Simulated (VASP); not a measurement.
# SiC (Moissanite 3C): optical spectrum

Wanted: where SiC (Moissanite 3C) absorbs light, and how strongly it screens. The cell is of the zinc-blende type, one of the forms listed for this formula. The start is a cell from a database of measured crystal structures.

Calculated with VASP 6.6.1; PBE; plane waves and PAW (Si, C).

**Measured values to reproduce.**

For SiC, 3C (beta, cubic zinc blende) (literature average; scatter up to 0.2), “Infrared properties of SiC particles” (1999, arxiv:astro-ph/9903031) quotes earlier work: ε∞ (high-frequency dielectric constant) 6.49 [average of published experimental values; polytype label garbled in the row, 3C inferred …].

### 1. Starting point

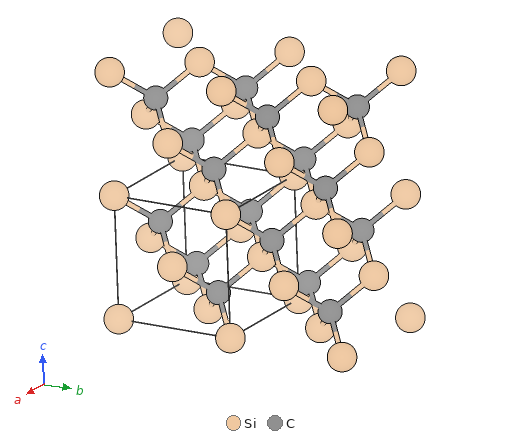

Start, viewed slightly off an axis; silicon light orange, carbon grey. 1×2×2 cells are drawn. This picture shows the conventional cell, with its axes. Bonds to atoms that aren't drawn are left out. Some periodic images of atoms are drawn too.

As a file:

```
Si C
1.0
     0.00000    2.17900    2.17900
     2.17900    0.00000    2.17900
     2.17900    2.17900    0.00000
Si C
1 1
Direct
  0.00000 0.00000 0.00000
  0.75000 0.75000 0.75000
```

### 2. Ground state

The ground state comes first.

Contents of INCAR:

```
SYSTEM = SiC
PREC = Accurate
ENCUT = 520
EDIFF = 1E-07
NELM = 100
ISMEAR = 0
SIGMA = 0.05
LREAL = .FALSE.
ALGO = Normal
GGA = PE
NBANDS = 10
LORBIT = 11
LWAVE = .FALSE.
LCHARG = .FALSE.
KPAR = 4
```

Contents of POSCAR:

```
SiC
1.0
    0.0000000000      2.1790000000      2.1790000000
    2.1790000000      0.0000000000      2.1790000000
    2.1790000000      2.1790000000      0.0000000000
Si C
1 1
Direct
    0.0000000000      0.0000000000      0.0000000000
    0.7500000000      0.7500000000      0.7500000000
```

Contents of KPOINTS:

```
Automatic mesh
0
Gamma
9 9 9
0 0 0
```

PAW data sets: Si and C (PBE family, release 64).

The run is started by

```bash
$ mpirun -np 4 vasp_std
```

The log of the run:

```text
[banner, memory and clock lines left out]
running    4 mpi-ranks, on    1 nodes
 distrk:  each k-point on    1 cores,    4 groups
 distr:  one band on    1 cores,    1 groups

 POSCAR found type information on POSCAR SiC
 POSCAR found :  2 types and       2 ions
 LDA part: xc-table for (Slater+PW92), standard interpolation
 POSCAR, INCAR and KPOINTS ok, starting setup
 FFT: planning ... GRIDC
 FFT: planning ... GRID_SOFT
 FFT: planning ... GRID
 WAVECAR not read
 entering main loop
       N       E                     dE             d eps       ncg     rms          rms(c)
DAV:   1     0.444199281970E+01    0.44420E+01   -0.39714E+03   732   0.671E+02
DAV:   2    -0.162770418892E+02   -0.20719E+02   -0.19676E+02   906   0.115E+02
DAV:   3    -0.169100324211E+02   -0.63299E+00   -0.63198E+00   820   0.174E+01
DAV:   4    -0.169126477960E+02   -0.26154E-02   -0.26152E-02   824   0.141E+00
DAV:   5    -0.169126599682E+02   -0.12172E-04   -0.12172E-04   822   0.887E-02    0.881E+00
DAV:   6    -0.151154539047E+02    0.17972E+01   -0.67514E+00   726   0.125E+01    0.389E+00
DAV:   7    -0.150648495526E+02    0.50604E-01   -0.37362E-01   816   0.378E+00    0.178E+00
DAV:   8    -0.150571943982E+02    0.76552E-02   -0.20544E-02   720   0.103E+00    0.163E-01
DAV:   9    -0.150573345491E+02   -0.14015E-03   -0.14570E-03   926   0.233E-01    0.112E-01
DAV:  10    -0.150574415338E+02   -0.10698E-03   -0.20922E-04   772   0.967E-02    0.243E-02
DAV:  11    -0.150574436664E+02   -0.21326E-05   -0.37587E-05   794   0.342E-02    0.589E-03
DAV:  12    -0.150574440654E+02   -0.39896E-06   -0.14984E-06   746   0.827E-03    0.993E-04
DAV:  13    -0.150574441071E+02   -0.41776E-07   -0.72234E-08   522   0.209E-03
   1 F= -.15057444E+02 E0= -.15057444E+02  d E =-.165203E-11
```

The job ended after 2.8 s (4 MPI ranks of Intel Xeon Platinum 8259CL at 2.50GHz (Skylake/Cascade Lake), shared host; peak memory 0.49 GiB; 7.7 s of CPU time).

Lines that name or quote the potential files are left out of all logs, and their timing lines are given in words.

Parts of OUTCAR (step 2):

```text
ion  position               nearest neighbor table
   1  0.000  0.000  0.000-   2 1.89   2 1.89   2 1.89   2 1.89
   2  0.750  0.750  0.750-   1 1.89   1 1.89   1 1.89   1 1.89

  LATTYP: Found a face centered cubic cell.
 ALAT       =     4.3580000000

 Subroutine GETGRP returns: Found 24 space group operations
 (whereof 24 operations were pure point group operations)

The static configuration has the point symmetry T_d .

 Found     35 irreducible k-points:

   k-points           NKPTS =     35   k-points in BZ     NKDIM =     35   number of bands    NBANDS=     10

   dimension x,y,z NGX =    24 NGY =   24 NGZ =   24
   dimension x,y,z NGXF=    48 NGYF=   48 NGZF=   48

   ENCUT  =  520.0 eV  38.22 Ry    6.18 a.u.   5.73  5.73  5.73*2*pi/ulx,y,z

   NELECT =       8.0000    total number of electrons

 k-points in reciprocal lattice and weights: Automatic mesh
   0.00000000  0.00000000  0.00000000       0.001
   0.11111111  0.00000000  0.00000000       0.011
   0.22222222  0.00000000  0.00000000       0.011
   0.33333333  0.00000000  0.00000000       0.011
   0.44444444  0.00000000  0.00000000       0.011
   0.11111111  0.11111111  0.00000000       0.008
   0.22222222  0.11111111  0.00000000       0.033
   0.33333333  0.11111111  0.00000000       0.033
   0.44444444  0.11111111  0.00000000       0.033
[...]
-0.33333333  0.44444444  0.11111111       0.033
  -0.33333333  0.44444444  0.22222222       0.033

 average (electrostatic) potential at core
       1 -80.3729       2 -44.7821

 E-fermi :   8.3198

 k-point     1 :       0.0000    0.0000    0.0000
  band No.  band energies     occupation
      1      -7.2961      2.00000
      2       8.1072      2.00000
      3       8.1072      2.00000
      4       8.1072      2.00000
      5      14.3412      0.00000
      6      15.4144      0.00000
      7      15.4144      0.00000
      8      15.4144      0.00000
      9      22.6135      0.00000
    ...

 k-point     2 :       0.1111    0.0000    0.0000
  band No.  band energies     occupation
      1      -7.0552      2.00000
      2       6.8945      2.00000
      3       7.9449      2.00000
      4       7.9449      2.00000
      5      14.5997      0.00000
      6      15.7053      0.00000
      7      15.7053      0.00000
      8      15.7921      0.00000
      9      21.5403      0.00000
    ...

 k-point     3 :       0.2222    0.0000    0.0000
  band No.  band energies     occupation
      1      -6.3459      2.00000
      2       4.4637      2.00000
      3       7.5924      2.00000
      4       7.5924      2.00000
      5      14.2155      0.00000
      6      16.0362      0.00000
      7      16.0362      0.00000
      8      17.1597      0.00000
      9      21.0514      0.00000
    ...

  Total        0.4149766      0.4149766      0.4149766      0.0000000      0.0000000      0.0000000
  in kB       32.1316113     32.1316113     32.1316113      0.0000000      0.0000000      0.0000000
  external PRESSURE =      32.1316113 kB  Pullay stress =       0.0000000 kB

  energy-cutoff  :      520.00
  volume of cell :       20.69
      direct lattice vectors                 reciprocal lattice vectors
     0.000000000  2.179000000  2.179000000    -0.229463056  0.229463056  0.229463056
     2.179000000  0.000000000  2.179000000     0.229463056 -0.229463056  0.229463056
     2.179000000  2.179000000  0.000000000     0.229463056  0.229463056 -0.229463056

 POSITION                                       TOTAL-FORCE (eV/Angst)
 -----------------------------------------------------------------------------------
      0.00000      0.00000      0.00000         0.000000      0.000000      0.000000
      3.26850      3.26850      3.26850        -0.000000     -0.000000     -0.000000
 -----------------------------------------------------------------------------------
    total drift:                               -0.000000     -0.000000     -0.000000

  FREE ENERGIE OF THE ION-ELECTRON SYSTEM (eV)
  ---------------------------------------------------
  free  energy   TOTEN  =       -15.0574441071 eV

  energy  without entropy=      -15.0574441071  energy(sigma->0) =      -15.05744411

 total charge
# of ion       s       p       d       tot
------------------------------------------
    1        0.708   0.972   0.000   1.680
    2        0.837   1.709   0.000   2.546
--------------------------------------------------
tot          1.545   2.681   0.000   4.226

[... 3 further parts left out ...]
```

The gap is read on the k-mesh alone, so it is an upper bound where the band edges lie off the mesh.

Numbers from this step:

```yaml
free_energy_toten: -15.06 eV
fermi_energy: 8.320 eV
pressure: 3.213 GPa
gap_on_the_k_mesh: 1.502 eV
least_direct_gap_on_the_k_mesh: 4.621 eV
```

The cell has a gap of 1.50 eV on this mesh and a pressure of +3.2 GPa, which holds the misfit of the given cell and coordinates with this functional, and any error of cutoff, mesh and data sets.

### 3. Spectrum

LOPTICS sums the direct transitions; the mesh is finer and NBANDS larger than for the ground state.

INCAR, as its differences from that of step 2:

```diff
@@ -10,4 +10,3 @@
 GGA = PE
-NBANDS = 10
-LORBIT = 11
+NBANDS = 16
 LWAVE = .FALSE.
@@ -15 +14,4 @@
 KPAR = 4
+LOPTICS = .TRUE.
+NEDOS = 2000
+CSHIFT = 0.2
```

POSCAR is that of step 2.

Contents of KPOINTS:

```
Automatic mesh
0
Gamma
14 14 14
0 0 0
```

The run is started by

```bash
$ mpirun -np 4 vasp_std
```

The log of the run:

```text
[... set-up lines as in an earlier step ...]
 entering main loop
       N       E                     dE             d eps       ncg     rms          rms(c)
DAV:   1     0.377978522943E+01    0.37798E+01   -0.37158E+03  3448   0.422E+02
DAV:   2    -0.164538415705E+02   -0.20234E+02   -0.19492E+02  4496   0.944E+01
DAV:   3    -0.169116996109E+02   -0.45786E+00   -0.45746E+00  3944   0.107E+01
DAV:   4    -0.169127117298E+02   -0.10121E-02   -0.10121E-02  4464   0.659E-01
DAV:   5    -0.169127146409E+02   -0.29110E-05   -0.29110E-05  3936   0.318E-02    0.881E+00
DAV:   6    -0.151119415266E+02    0.18008E+01   -0.52771E+00  4256   0.783E+00    0.378E+00
DAV:   7    -0.150654623617E+02    0.46479E-01   -0.39807E-01  4528   0.274E+00    0.184E+00
DAV:   8    -0.150579973802E+02    0.74650E-02   -0.19686E-02  3944   0.701E-01    0.160E-01
DAV:   9    -0.150577494612E+02    0.24792E-03   -0.22732E-03  4168   0.191E-01    0.980E-02
DAV:  10    -0.150578563065E+02   -0.10685E-03   -0.21094E-04  3920   0.716E-02    0.293E-02
DAV:  11    -0.150578607155E+02   -0.44090E-05   -0.27320E-05  4616   0.221E-02    0.678E-03
DAV:  12    -0.150578612015E+02   -0.48598E-06   -0.22461E-06  3864   0.621E-03    0.162E-03
DAV:  13    -0.150578612330E+02   -0.31476E-07   -0.17629E-07  3976   0.185E-03
   1 F= -.15057861E+02 E0= -.15057861E+02  d E =-.404214E-12
 optical routines
 imaginary and real dielectric function
 recalculating local potential from charge density
 direction            1
 direction            2
 direction            3
```

Wall time 6.6 s (4 MPI ranks); peak memory 0.66 GiB; 24 s of CPU time.

Parts of OUTCAR (step 3):

```text
The static configuration has the point symmetry T_d .

 Found    104 irreducible k-points:

   k-points           NKPTS =    104   k-points in BZ     NKDIM =    104   number of bands    NBANDS=     16

   NELECT =       8.0000    total number of electrons

 E-fermi :   8.3198

 k-point     1 :       0.0000    0.0000    0.0000
  band No.  band energies     occupation
      1      -7.2964      2.00000
      2       8.1068      2.00000
      3       8.1068      2.00000
      4       8.1068      2.00000
      5      14.3408      0.00000
      6      15.4143      0.00000
      7      15.4143      0.00000
      8      15.4143      0.00000
      9      22.6134      0.00000
    ...

 k-point     2 :       0.0714    0.0000    0.0000
  band No.  band energies     occupation
      1      -7.1966      2.00000
      2       7.5599      2.00000
      3       8.0361      2.00000
      4       8.0361      2.00000
      5      14.5475      0.00000
      6      15.5067      0.00000
      7      15.5466      0.00000
      8      15.5466      0.00000
      9      22.0179      0.00000
    ...

  Total        0.4146832      0.4146832      0.4146832     -0.0000000      0.0000000     -0.0000000
  in kB       32.1088905     32.1088905     32.1088905     -0.0000000      0.0000000     -0.0000000
  external PRESSURE =      32.1088905 kB  Pullay stress =       0.0000000 kB

  FREE ENERGIE OF THE ION-ELECTRON SYSTEM (eV)
  ---------------------------------------------------
  free  energy   TOTEN  =       -15.0578612330 eV

  energy  without entropy=      -15.0578612330  energy(sigma->0) =      -15.05786123

 plasma frequency squared (from intraband transitions) (eV^2)
  --------------------------------------------------------------------------------------
       0.000       0.000       0.000
       0.000       0.000       0.000
       0.000       0.000       0.000

[... 7 parts as in an earlier step ...]

[... 6 further parts left out ...]
```

These are independent-particle spectra without excitons or local fields, and fine structure depends on the mesh and on CSHIFT.

Numbers from this step:

```
pressure                       : 3.211 GPa
gap on the k-mesh              : 1.357 eV
least direct gap on the k-mesh : 4.542 eV
```

The imaginary dielectric function, xx has structure finer than the step of the table below, so its rows give means over 2 eV, whole bins alone (the curve runs from 0 to 25.0 eV). Peaks (eV: height): 6.8: 21.5, 8.3: 15.1.

Absorption under the direct gap is the tail of the CSHIFT broadening, and fine structure depends on the mesh. Table of imaginary dielectric function, xx by photon energy; means over each step:

```
photon energy (eV)  imaginary dielectric function, xx
                 2                              0.122
                 4                               1.03
                 6                               11.5
                 8                               12.3
                10                               6.38
                12                               2.69
                14                               1.52
                16                              0.880
                18                              0.488
                20                              0.289
                22                              0.235
```

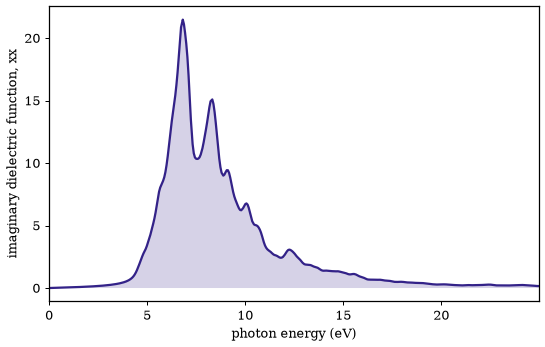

Imaginary dielectric function, xx against photon energy.

Table of real dielectric function, xx by photon energy:

| photon energy (eV) | real dielectric function, xx |
| --- | --- |
| 0.0 | 7.17 |
| 2.5 | 8.03 |
| 5.0 | 13.4 |
| 7.5 | 0.676 |
| 10.0 | -3.50 |
| 12.5 | -2.73 |
| 15.0 | -1.57 |
| 17.5 | -0.875 |
| 20.0 | -0.315 |
| 22.5 | 0.00536 |

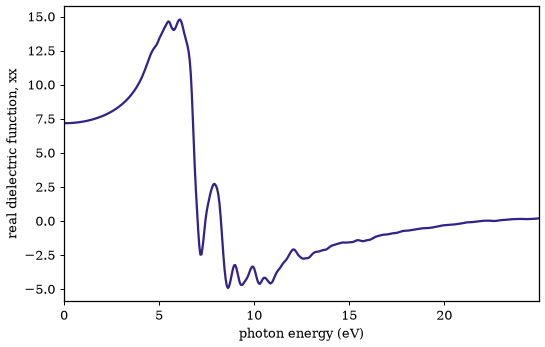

Real dielectric function, xx, plotted against photon energy.

(Continued in part 2 of 2.)

[Lines on the potential files, build, host, timing and source positions are cut from VASP's logs without a mark.]

[Logs are printed without paths, hosts, clocks, repeated set-up lines and the standing remarks that a program may print on its own settings, such as how far it seeks lower states.]

[Hosts, paths, dates, database ids (printed as entryN), source tags and the programs' standing remarks are cut or masked in the printed files.]
